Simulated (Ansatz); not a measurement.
# Nudged elastic band, with input and output: Ti₅Al₁₅H (part 1 of 2)

System: Ti₅Al₁₅H (defect cell, 21 atoms in the cell).
Method: DFT PBE, scalar-relativistic, plane waves, PAW, no spin polarisation (Ansatz 0.2.0).

The structure derives from a Materials Project entry. It belongs to a series of runs on one base structure; here: climbing-image band for the jump of H by 2.81 A. Figures and captions count atoms from 1; the log counts them from 0 in places.

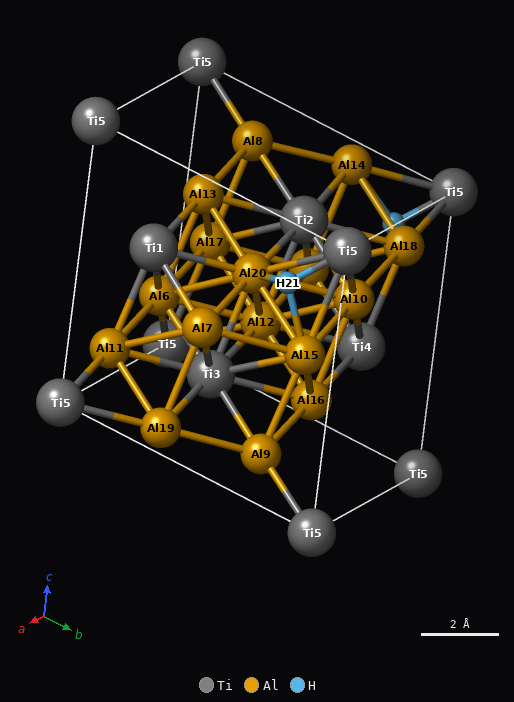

The structure as given in the input (ball-and-stick view of the cell of the calculation, seen slightly off an axis; atoms are numbered from 1 in the order of the input).

Input file:
```yaml
crystal:
  lattice:
    - [-5.768020288, -1.9226734293, 4.3114047964]
    - [-1.9226734293, 5.768020288, -4.3114047964]
    - [1.9226734293, -5.768020288, -4.3114047964]
  atoms:
    - { symbol: Ti, position: [0.8009568914, 0.2017483024, 0.6015196627] }
    - { symbol: Ti, position: [0.3997765819, 0.6015260587, 0.8005728445] }
    - { symbol: Ti, position: [0.6002236394, 0.4007907143, 0.201742402] }
    - { symbol: Ti, position: [0.1990506518, 0.8005741705, 0.400797087] }
    - { symbol: Ti, position: [1.0000093759, 0.9994258295, 0.9994271555] }
    - { symbol: Al, position: [0.3994489925, 0.0975917904, 0.2987421053] }
    - { symbol: Al, position: [5.71e-07, 0.4944992026, 0.4945015898] }
    - { symbol: Al, position: [0.2011491708, 0.2987485089, 0.8992985519] }
    - { symbol: Al, position: [0.7988492307, 0.6981414539, 0.0975813826] }
    - { symbol: Al, position: [0.6005640625, 0.8993019299, 0.6981500364] }
    - { symbol: Al, position: [0.7013868702, 0.0491190898, 0.1526978325] }
    - { symbol: Al, position: [0.2986024637, 0.4513184304, 0.3477238417] }
    - { symbol: Al, position: [0.499999429, 0.2508044752, 0.7508072619] }
    - { symbol: Al, position: [0.102045588, 0.6439120731, 0.9538654897] }
    - { symbol: Al, position: [0.8979427398, 0.8517998583, 0.5418335097] }
    - { symbol: Al, position: [0.499991984, 0.7508082221, 0.2507962299] }
    - { symbol: Al, position: [0.103587894, 0.1527122552, 0.4513206128] }
    - { symbol: Al, position: [0.3099538601, 0.9538696043, 0.8518198379] }
    - { symbol: Al, position: [0.8964062522, 0.3477178534, 0.0491072557] }
    - { symbol: Al, position: [0.6900322283, 0.5418383434, 0.6438960184] }
    - { symbol: H, position: [3.87974e-05, 0.7908890295, 0.7908946606] }
basis:
  ecutwfc: 420
  xc_grid: 2
kpoints:
  mp_grid: { grid: [4, 4, 4], shift: [0.5, 0.5, 0.5] }
hamiltonian:
  xc: pbe
scf:
  occupations: { method: gaussian, width: 0.1 }
output:
  forces: true
neb:
  images: 5
  f_tol: 0.05
  max_iterations: 70
  order_check: false
  final_atoms:
    - { symbol: Ti, position: [0.7997763606, 0.1992092857, 0.598257598] }
    - { symbol: Ti, position: [0.3999906241, 0.6005741705, 0.8005728445] }
    - { symbol: Ti, position: [0.5990431086, 0.3982516976, 0.1984803373] }
    - { symbol: Ti, position: [0.2009493482, 0.7994258295, 0.399202913] }
    - { symbol: Ti, position: [1.0002234181, 0.9984739413, 0.9994271555] }
    - { symbol: Al, position: [0.399999429, 0.1055007974, 0.3054984102] }
    - { symbol: Al, position: [0.0005510075, 0.5024082096, 0.5012578947] }
    - { symbol: Al, position: [0.1988508292, 0.3012514911, 0.9007014481] }
    - { symbol: Al, position: [0.7994359375, 0.7006980701, 0.1018499636] }
    - { symbol: Al, position: [0.6011507693, 0.9018585461, 0.7024186174] }
    - { symbol: Al, position: [0.7099677717, 0.0581616566, 0.1561039816] }
    - { symbol: Al, position: [0.296412106, 0.4472877448, 0.3486793872] }
    - { symbol: Al, position: [0.5035937478, 0.2522821466, 0.7508927443] }
    - { symbol: Al, position: [0.0900461399, 0.6461303957, 0.9481801621] }
    - { symbol: Al, position: [0.900008016, 0.8491917779, 0.5492037701] }
    - { symbol: Al, position: [0.5020572602, 0.7482001417, 0.2581664903] }
    - { symbol: Al, position: [0.1013975363, 0.1486815696, 0.4522761583] }
    - { symbol: Al, position: [0.297954412, 0.9560879269, 0.8461345103] }
    - { symbol: Al, position: [0.900000571, 0.3491955248, 0.0491927381] }
    - { symbol: Al, position: [0.6986131298, 0.5508809102, 0.6473021675] }
    - { symbol: H, position: [0.3999612026, 0.8091109705, 1.0091053394] }
```

Hardware: 4 threads of Intel Xeon @ 2.50GHz (Skylake/Cascade Lake), 189 GiB of memory available, shared host.

Launched with:
```bash
ansatz run input.yaml --threads 4 --pin off --max-ram 8192MiB --backend cpu --events-out ev --progress --plain --runs-dir out
```

What the program printed:
```
Warning: neb: disabling space-group detection — the band's intermediate images generally break the endpoint symmetry, so no spatial operation reduces the k-mesh or symmetrises the density, except that a semilocal band can use its path's symmetry ahead of convergence; time reversal is kept, so that k and −k are solved as one point where they differ and the mesh holds both, and exact exchange and, on two spinor components, a DFT+U term hold to it where the run has them: on two components no moment then forms, and a state that bears one, which a typed moment (crystal.atoms[].spin; refused beside efield: under a hybrid functional) reaches, can lie lower, under hf by electronvolts; crystal.symmetry.detect: false (a key that needs symmetry detection or time reversal refuses this as the deck is read) with time_reversal: false beside it drops time reversal too
Engine: ansatz 0.2.0, x86_64-unknown-linux-gnu
Pseudopotentials: kind: paw
Pseudopotential: Ti, paw, valence charge 12, recommended cutoff 420 eV (normal), Ti.paw.azcp
Pseudopotential: Al, paw, valence charge 3, recommended cutoff 420 eV (normal), Al.paw.azcp
Pseudopotential: H, paw, valence charge 1, recommended cutoff 420 eV (normal), H.paw.azcp
Functional definition: PBE
  parameter kappa = 0.804
  parameter beta = 0.06672455060314922
  exchange = pbe_x(kappa = kappa, mu = beta*pi^2/3)
  correlation = pbe_c(beta = beta)
parallel-image band execution: 4 concurrent image workers
NEB image 0
Crystal: 21 atoms, lattice volume = 318.757 Å³
Basis set: ecut = 420 eV, 6339 PW (Γ), exchange–correlation on 100×100×100 points (8 copies of the dense FFT grid, shifted against one another)
Bands: 74, of which v1, the nominal top of the filled ones, is band 53 counted from 1 (52 counted from 0)
Symmetry: 1 space group operations
k-points: 32 of 64 (time reversal used)
Non-local potential: Ti, projectors of the file, l = 0: 3, l = 1: 2, l = 2: 3, l = 3: 1
Non-local potential: Al, projectors of the file, l = 0: 2, l = 1: 2, l = 2: 1
Non-local potential: H, projectors of the file, l = 0: 2, l = 1: 1
PAW form: soft (Blöchl's): semilocal exchange-correlation on the pseudo side does not see the compensation charge
PAW one-centre angular grid: Ti, 590 points (default); XC on 64 Gauss nodes
PAW one-centre angular grid: Al, 110 points (default); XC on 64 Gauss nodes
PAW one-centre angular grid: H, 110 points (default); XC on 64 Gauss nodes
Initial density: superposition of atomic densities (neutral atoms: chi_scale 0, normalization atom), corrected by the library's trained network
Initial wavefunctions: pseudopotential atomic-orbital guess
Functional: x = pbe(κ = 0.804, μ = 0.2195149727645171), c = pbe(β = 0.06672455060314922)
SCF iter   1: F=—  HF=-20584.543585 eV  |F-HF|=—  |Δ(HF+E_count)|=         —  Δρ=2.94e-3  dr2=4.48e-2  ethr=1.77e-3  ⟨swp⟩=6.8  Hψ=11454  notcnv=0
preconditioner: auto → Kerker (q_TF=auto, 2.271 Å⁻¹)  [metal: Δε(μ)=0.011 eV  Ē_g=5.480 eV  σ=0.100 eV  W_gap=0.06  n_scr=54 (ndim 8)  ℏωp=16.9 eV  f_vac=0.000  D(μ)=7.55/eV (n_scr^D=54)]
SCF iter   2: F=—  HF=-20584.541110 eV  |F-HF|=—  |Δ(HF+E_count)|=   2.47e-3  Δρ=1.63e-3  dr2=1.46e-2  ethr=4.23e-5  ⟨swp⟩=1.0  Hψ=2752  notcnv=0
SCF iter   3: F=—  HF=-20584.539788 eV  |F-HF|=—  |Δ(HF+E_count)|=   1.32e-3  Δρ=4.56e-4  dr2=1.01e-3  ethr=1.37e-5  ⟨swp⟩=2.0  Hψ=2601  notcnv=0
SCF iter   4: F=—  HF=-20584.539659 eV  |F-HF|=—  |Δ(HF+E_count)|=   1.30e-4  Δρ=1.24e-4  dr2=6.73e-5  ethr=9.51e-7  ⟨swp⟩=2.1  Hψ=2788  notcnv=0
SCF iter   5: F=—  HF=-20584.539625 eV  |F-HF|=—  |Δ(HF+E_count)|=   3.39e-5  Δρ=4.58e-5  dr2=1.15e-5  ethr=6.35e-8  ⟨swp⟩=3.0  Hψ=3794  notcnv=0
SCF iter   6: F=—  HF=-20584.539623 eV  |F-HF|=—  |Δ(HF+E_count)|=   2.01e-6  Δρ=1.30e-5  dr2=9.50e-7  ethr=1.08e-8  ⟨swp⟩=2.2  Hψ=2945  notcnv=0
SCF iter   7: F=-20584.539623 eV  HF=-20584.539623 eV  |F-HF|=9.67e-9  |Δ(HF+E_count)|=   1.70e-7  Δρ=1.72e-6  dr2=1.52e-8  ethr=9.43e-11  ⟨swp⟩=3.0  Hψ=7326  notcnv=0
SCF 1 converged in 7 iterations: F = -20584.539623 eV  dr2 = 1.52e-8
  greatest PAW one-centre occupation: 0.999 electrons in one spin orbital (limit 2), on the Ti atom at site 3 (counted from 0), in its partial waves of l = 0
NSCF: frozen V_eff on 32 k-points
NEB image 6
SCF iter   1: F=—  HF=-20584.543625 eV  |F-HF|=—  |Δ(HF+E_count)|=         —  Δρ=2.94e-3  dr2=4.48e-2  ethr=1.77e-3  ⟨swp⟩=6.8  Hψ=11482  notcnv=0
SCF iter   2: F=—  HF=-20584.541111 eV  |F-HF|=—  |Δ(HF+E_count)|=   2.51e-3  Δρ=1.63e-3  dr2=1.46e-2  ethr=4.23e-5  ⟨swp⟩=1.0  Hψ=2753  notcnv=0
SCF iter   3: F=—  HF=-20584.539793 eV  |F-HF|=—  |Δ(HF+E_count)|=   1.32e-3  Δρ=4.56e-4  dr2=1.01e-3  ethr=1.37e-5  ⟨swp⟩=2.0  Hψ=2601  notcnv=0
SCF iter   4: F=—  HF=-20584.539661 eV  |F-HF|=—  |Δ(HF+E_count)|=   1.32e-4  Δρ=1.23e-4  dr2=6.68e-5  ethr=9.55e-7  ⟨swp⟩=2.2  Hψ=2840  notcnv=0
SCF iter   5: F=—  HF=-20584.539625 eV  |F-HF|=—  |Δ(HF+E_count)|=   3.62e-5  Δρ=4.59e-5  dr2=1.15e-5  ethr=6.30e-8  ⟨swp⟩=3.0  Hψ=3771  notcnv=0
SCF iter   6: F=—  HF=-20584.539623 eV  |F-HF|=—  |Δ(HF+E_count)|=   2.03e-6  Δρ=1.28e-5  dr2=9.33e-7  ethr=1.09e-8  ⟨swp⟩=2.2  Hψ=2962  notcnv=0
SCF iter   7: F=-20584.539623 eV  HF=-20584.539623 eV  |F-HF|=9.24e-9  |Δ(HF+E_count)|=   1.68e-7  Δρ=1.69e-6  dr2=1.47e-8  ethr=9.43e-11  ⟨swp⟩=3.0  Hψ=7286  notcnv=0
SCF 2 converged in 7 iterations: F = -20584.539623 eV  dr2 = 1.47e-8
[... from here on the iterations of each SCF are left out, up to the last one ...]
NSCF: frozen V_eff on 32 k-points
NEB end point (image 0): max|allowed force component| = 2.982e-3 eV/Å (the criterion of neb.relax_end_points is 1.000e-2)
NEB end point (image 6): max|allowed force component| = 2.982e-3 eV/Å (the criterion of neb.relax_end_points is 1.000e-2)
NEB image 1
preconditioner: auto → Kerker (q_TF=auto, 2.271 Å⁻¹)  [metal: Δε(μ)=0.030 eV  Ē_g=5.476 eV  σ=0.100 eV  W_gap=0.17  n_scr=54 (ndim 8)  ℏωp=16.9 eV  f_vac=0.000  D(μ)=7.64/eV (n_scr^D=54)]
SCF 3 converged in 7 iterations: F = -20584.259159 eV  dr2 = 2.00e-8
NEB image 2
preconditioner: auto → Kerker (q_TF=auto, 2.271 Å⁻¹)  [metal: Δε(μ)=0.007 eV  Ē_g=5.471 eV  σ=0.100 eV  W_gap=0.04  n_scr=54 (ndim 8)  ℏωp=16.9 eV  f_vac=0.000  D(μ)=7.93/eV (n_scr^D=54)]
SCF 4 converged in 7 iterations: F = -20583.288869 eV  dr2 = 4.97e-8
NEB image 3
preconditioner: auto → Kerker (q_TF=auto, 2.271 Å⁻¹)  [metal: Δε(μ)=0.012 eV  Ē_g=5.472 eV  σ=0.100 eV  W_gap=0.07  n_scr=54 (ndim 8)  ℏωp=16.9 eV  f_vac=0.000  D(μ)=8.25/eV (n_scr^D=54)]
SCF 5 converged in 7 iterations: F = -20582.585915 eV  dr2 = 4.96e-8
NEB image 4
SCF 6 converged in 7 iterations: F = -20583.288869 eV  dr2 = 4.57e-8
NEB image 5
SCF 7 converged in 7 iterations: F = -20584.259159 eV  dr2 = 1.96e-8
NEB iter   1: max|band force component| = 3.091e0 eV/Å  barrier→ = 1.9537 eV  barrier← = 1.9537 eV  Δτ_max = 0.1623 Å  (49 SCF iters)
NEB image 1
Initial density: handed on by an earlier stage of this run
Initial wavefunctions: those handed on with the density
preconditioner: auto → Kerker (q_TF=auto, 2.271 Å⁻¹)  [metal: Δε(μ)=0.009 eV  Ē_g=5.463 eV  σ=0.100 eV  W_gap=0.05  n_scr=54 (ndim 8)  ℏωp=16.9 eV  f_vac=0.000  D(μ)=7.56/eV (n_scr^D=54)]
SCF 8 converged in 6 iterations: F = -20584.392536 eV  dr2 = 5.29e-8
NEB image 2
preconditioner: auto → Kerker (q_TF=auto, 2.271 Å⁻¹)  [metal: Δε(μ)=0.006 eV  Ē_g=5.452 eV  σ=0.100 eV  W_gap=0.03  n_scr=54 (ndim 8)  ℏωp=16.9 eV  f_vac=0.000  D(μ)=7.90/eV (n_scr^D=54)]
SCF 9 converged in 6 iterations: F = -20583.840428 eV  dr2 = 7.87e-8
NEB image 3
preconditioner: auto → Kerker (q_TF=auto, 2.271 Å⁻¹)  [metal: Δε(μ)=0.017 eV  Ē_g=5.436 eV  σ=0.100 eV  W_gap=0.10  n_scr=54 (ndim 8)  ℏωp=16.9 eV  f_vac=0.000  D(μ)=8.17/eV (n_scr^D=54)]
SCF 10 converged in 6 iterations: F = -20583.286792 eV  dr2 = 4.16e-8
NEB image 4
SCF 11 converged in 6 iterations: F = -20583.840428 eV  dr2 = 7.87e-8
NEB image 5
SCF 12 converged in 6 iterations: F = -20584.392536 eV  dr2 = 5.32e-8
NEB iter   2: max|band force component| = 1.403e0 eV/Å  barrier→ = 1.2528 eV  barrier← = 1.2528 eV  Δτ_max = 0.0991 Å  (30 SCF iters)
[... from here on the SCF iterations and repeated set-up lines of each step are left out, up to the last step ...]
NEB image 1
SCF 13 converged in 6 iterations: F = -20584.400655 eV  dr2 = 1.19e-8
NEB image 2
SCF 14 converged in 6 iterations: F = -20584.004239 eV  dr2 = 3.63e-8
NEB image 3
SCF 15 converged in 6 iterations: F = -20583.522637 eV  dr2 = 3.08e-8
NEB image 4
SCF 16 converged in 6 iterations: F = -20584.004239 eV  dr2 = 3.61e-8
NEB image 5
SCF 17 converged in 6 iterations: F = -20584.400655 eV  dr2 = 1.19e-8
NEB iter   3: max|band force component| = 3.831e-1 eV/Å  barrier→ = 1.0170 eV  barrier← = 1.0170 eV  CI = image 3  Δτ_max = 0.0408 Å  (30 SCF iters)
NEB image 1
SCF 18 converged in 6 iterations: F = -20584.397963 eV  dr2 = 1.41e-9
NEB image 2
SCF 19 converged in 6 iterations: F = -20584.034903 eV  dr2 = 1.04e-8
NEB image 3
SCF 20 converged in 6 iterations: F = -20583.555977 eV  dr2 = 1.34e-8
NEB image 4
SCF 21 converged in 6 iterations: F = -20584.034903 eV  dr2 = 1.04e-8
NEB image 5
SCF 22 converged in 6 iterations: F = -20584.397963 eV  dr2 = 1.41e-9
NEB iter   4: max|band force component| = 9.210e-2 eV/Å  barrier→ = 0.9836 eV  barrier← = 0.9836 eV  CI = image 3  Δτ_max = 0.0103 Å  (30 SCF iters)
NEB image 1
SCF 23 converged in 6 iterations: F = -20584.397098 eV  dr2 = 7.60e-11
NEB image 2
preconditioner: auto → Kerker (q_TF=auto, 2.271 Å⁻¹)  [metal: Δε(μ)=0.011 eV  Ē_g=5.449 eV  σ=0.100 eV  W_gap=0.06  n_scr=54 (ndim 8)  ℏωp=16.9 eV  f_vac=0.000  D(μ)=7.82/eV (n_scr^D=54)]
SCF 24 converged in 6 iterations: F = -20584.037705 eV  dr2 = 1.75e-10
NEB image 3
preconditioner: auto → Kerker (q_TF=auto, 2.271 Å⁻¹)  [metal: Δε(μ)=0.001 eV  Ē_g=5.424 eV  σ=0.100 eV  W_gap=0.01  n_scr=54 (ndim 8)  ℏωp=16.9 eV  f_vac=0.000  D(μ)=8.03/eV (n_scr^D=54)]
SCF 25 converged in 6 iterations: F = -20583.558703 eV  dr2 = 3.56e-10
NEB image 4
SCF 26 converged in 6 iterations: F = -20584.037705 eV  dr2 = 1.76e-10
NEB image 5
iter 1 solved again at ethr=1.97e-7 eV; its pass at ethr=3.10e-3 eV (dr2=2.09e-4 eV) is discarded
SCF iter   1: F=—  HF=-20584.397157 eV  |F-HF|=—  |Δ(HF+E_count)|=         —  Δρ=1.87e-4  dr2=2.15e-4  ethr=1.97e-7  ⟨swp⟩=1.9  Hψ=9014  notcnv=0
SCF iter   2: F=—  HF=-20584.397138 eV  |F-HF|=—  |Δ(HF+E_count)|=   1.87e-5  Δρ=1.04e-4  dr2=6.89e-5  ethr=1.97e-7  ⟨swp⟩=1.0  Hψ=2368  notcnv=0
SCF iter   3: F=—  HF=-20584.397098 eV  |F-HF|=—  |Δ(HF+E_count)|=   4.02e-5  Δρ=1.06e-5  dr2=5.98e-7  ethr=6.50e-8  ⟨swp⟩=2.5  Hψ=3408  notcnv=0
iter 4 did not close the SCF: its close was put off for the readings that it lacked (scf_convergence_deferred on its scf_iter line)
SCF iter   4: F=-20584.397098 eV  HF=-20584.397098 eV  |F-HF|=2.35e-8  |Δ(HF+E_count)|=   8.16e-8  Δρ=2.55e-6  dr2=3.39e-8  ethr=5.64e-10  ⟨swp⟩=2.1  Hψ=3342  notcnv=0
iter 5 did not close the SCF: its close was put off for the readings that it lacked (scf_convergence_deferred on its scf_iter line)
SCF iter   5: F=-20584.397098 eV  HF=-20584.397098 eV  |F-HF|=7.89e-10  |Δ(HF+E_count)|=   8.09e-9  Δρ=5.39e-7  dr2=1.27e-9  ethr=3.20e-11  ⟨swp⟩=2.2  Hψ=3747  notcnv=0
SCF iter   6: F=-20584.397098 eV  HF=-20584.397098 eV  |F-HF|=4.73e-11  |Δ(HF+E_count)|=  2.47e-10  Δρ=1.57e-7  dr2=7.58e-11  ethr=1.20e-12  ⟨swp⟩=1.0  Hψ=6226  notcnv=0
SCF 27 converged in 6 iterations: F = -20584.397098 eV  dr2 = 7.58e-11
NEB image 1
NSCF: frozen V_eff on 32 k-points
NEB image 2
NSCF: frozen V_eff on 32 k-points
NEB image 4
NSCF: frozen V_eff on 32 k-points
NEB image 5
NSCF: frozen V_eff on 32 k-points
NEB image 3
NSCF: frozen V_eff on 32 k-points
the band table was solved once a step of the walk had ended and its energy, with any forces and stress, was formed, with the checks that follow a solve (9458 applications of the Hamiltonian). They found nothing against the state; the energy, forces and stress were not computed again (output.eigenvalues in the input reference)
NEB iter   5: max|band force component| = 2.083e-2 eV/Å  barrier→ = 0.9809 eV  barrier← = 0.9809 eV  CI = image 3  Δτ_max = 0.0000 Å  (30 SCF iters)
```

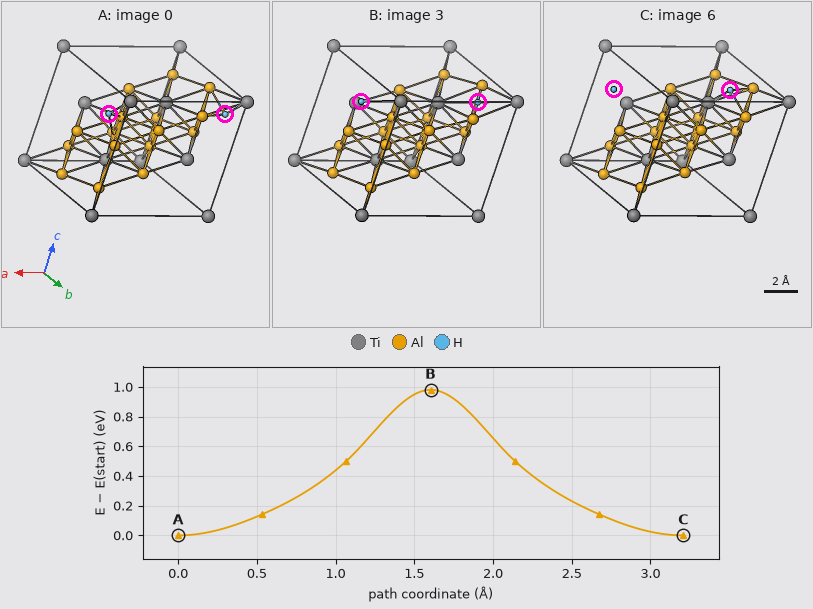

Images of the last band (counted from 0; ball-and-stick, simulation cell, seen at an oblique angle), with the moving atom and its periodic copies ringed, above the energy along the path; the line is a cubic interpolation that uses the forces. The highest image is number 3, 0.981 eV above the start and 0.981 eV above the end (the climbing image); start and end have the same energy. The path is 3.21 Å long, and H21 moves most (2.81 Å). The band converged in 5 iterations.

```
SCF converged after 6 iterations
Free energy (F): -20583.558703 eV
Harris-Foulkes:  -20583.558703 eV  (|F-HF|=2.47e-10)
Internal energy: -20583.518550 eV  (E = F + TS)
E sigma→0 (E₀):  -20583.538627 eV
Entropy (-TS):   -0.040153 eV (-1.912 meV/atom)
Fermi energy:    9.639393 eV
--- Per-component energies (eV) ---
  E_band       = -765.887889
  E_kinetic    = 1734.004675
  E_local      = -5964.933035  (includes V_loc(G=0)·N_el)
  E_nonlocal   = 203.837338
  E_hartree    = 2621.894051
  E_xc         = -1100.106046
  E_vxc        = -1065.977564  (∫ρ·V_xc dr)
  E_paw        = -12254.422341  (= ΣΔE_a)
  E_vpaw       = -916.605776  (= ΣTr[D̂ρ^β])
  E_aug_tail   = -0.000622  (compensation charges beyond the density's cutoff)
  E_ewald      = -5823.792569
  E_smearing   = -0.040153  (= −TS)
  E_closure    = 0.000000  (closes the sum)
  Σ components = -20583.558703   (vs F -20583.558703, Δ=0.00e0)
--- Forces (eV/Å), atoms counted from 1 ---
  atom   1  Ti    -0.00612782    -0.00242941     0.00145862
  atom   2  Ti     0.00040841    -0.00504078     0.00541577
  atom   3  Ti     0.00612776     0.00242941    -0.00145867
  atom   4  Ti     0.00000004     0.00000013    -0.00000006
  atom   5  Ti    -0.00040850     0.00504061    -0.00541554
  atom   6  Al    -0.00401635    -0.00138479     0.01350541
  atom   7  Al     0.00401640     0.00138479    -0.01350531
  atom   8  Al    -0.00000001    -0.00000002    -0.00000001
  atom   9  Al    -0.00074657    -0.00011352    -0.00702418
  atom  10  Al     0.00074653     0.00011353     0.00702422
  atom  11  Al    -0.00497682    -0.00380340     0.00045901
  atom  12  Al    -0.00260478     0.00155126    -0.00031656
  atom  13  Al    -0.00076628     0.00684693    -0.00099893
  atom  14  Al     0.00058299     0.00786144    -0.00080894
  atom  15  Al    -0.00609356     0.00863954    -0.00340146
  atom  16  Al     0.00609361    -0.00863945     0.00340150
  atom  17  Al     0.00260483    -0.00155122     0.00031657
  atom  18  Al    -0.00058312    -0.00786159     0.00080888
  atom  19  Al     0.00076623    -0.00684695     0.00099880
  atom  20  Al     0.00497692     0.00380342    -0.00045906
  atom  21  H      0.00000005     0.00000003    -0.00000011
  max |Σ_I F_I| component: 5.84e-8 eV/Å
--- Band table (eV; the first three rows and the last of 32) ---
```
